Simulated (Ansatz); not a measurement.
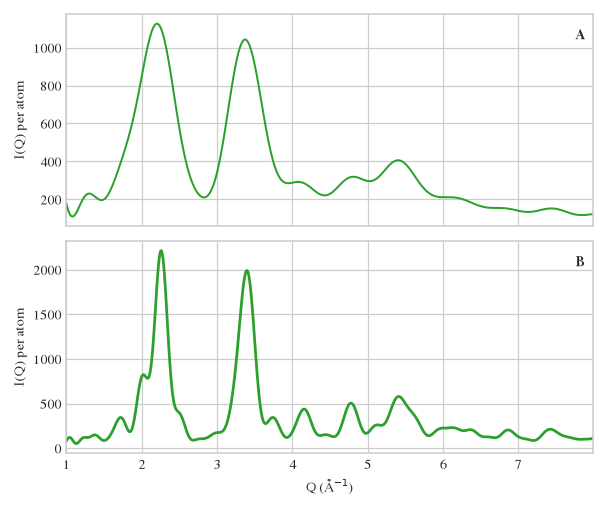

X-ray scattering of spheres cut from the crystal structure of Ge (P4_32_12, a = 6.038 Å, b = 6.038 Å, c = 7.221 Å, α = 90.00°, β = 90.00°, γ = 90.00°), calculated atom by atom with the Debye equation (B = 0.5 Å², no relaxation of the surface). Basis of the simulation: the input geometry of an electronic-structure calculation (not necessarily at equilibrium).

Question: The spheres are 14 and 36 Å across. Which curve is which?

Answer: curve A: 14 Å (67 atoms); curve B: 36 Å (1115 atoms). Peak widths go roughly as 2π/D, so the largest sphere has the sharpest peaks.

Question: Index the main peaks of the largest sphere.

Answer: Q ≈ 1.72 Å⁻¹: 111; Q ≈ 2.26 Å⁻¹: 201 + 112.
